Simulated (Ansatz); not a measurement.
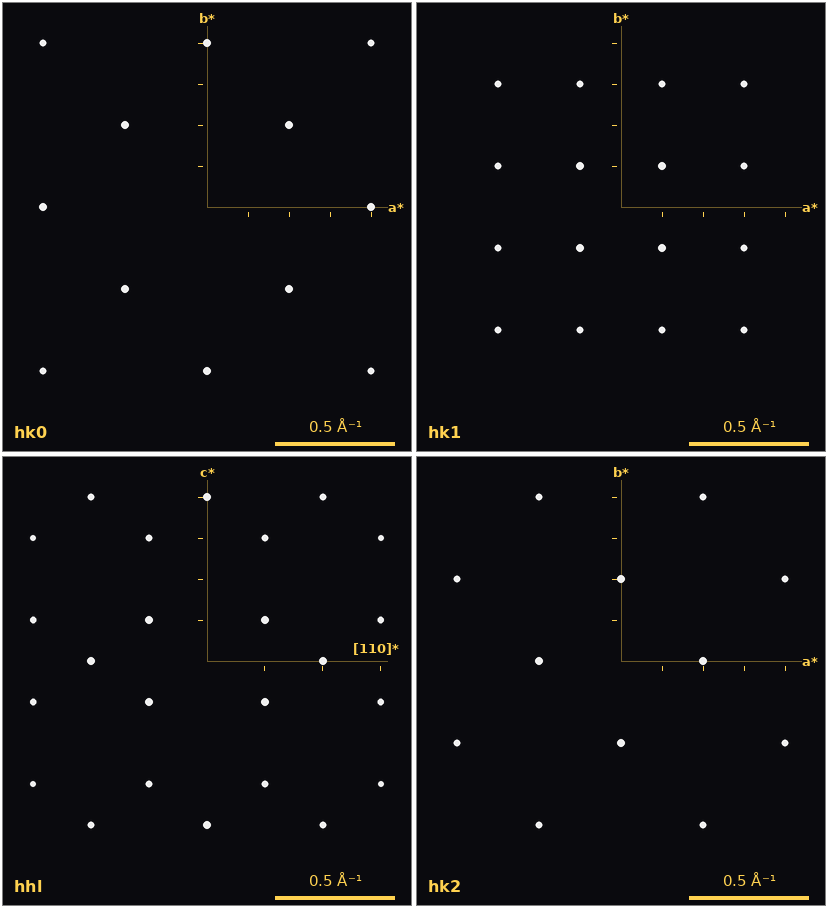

Simulated precession-type sections (X-rays; kinematic intensities, B = 0.5 Å²). The ticks mark integer indices of the conventional cell.

> Read the reciprocal cell and give the direct cell.

a* = 0.173, b* = 0.173, c* = 0.173 Å⁻¹; the cell is cubic with a = 5.78 Å.

> Which reflection conditions do the layers show?

Reflections are present only under these conditions. hkl: h + k = 2n, h + l = 2n; hk0: h = 2n, h + k = 4n; hhl: h + l = 2n; h00: h = 4n. The lattice is face-centred (F). Further gaps, such as 2 2 2, 4 4 2, come from atoms on special positions, not from the group's general conditions.

> Which space groups fit?

The intensities have Laue symmetry m-3m (the hk0 layer shows 4mm, hk1 shows 4mm). With these conditions only Fd-3m (No. 227) fits. The compound is Pt. Structure: the geometry relaxed with DFT, PBE, plane waves (420 eV) with PAW, scalar-relativistic in Ansatz; the starting structure was generated, so it need not be a known form of this composition.
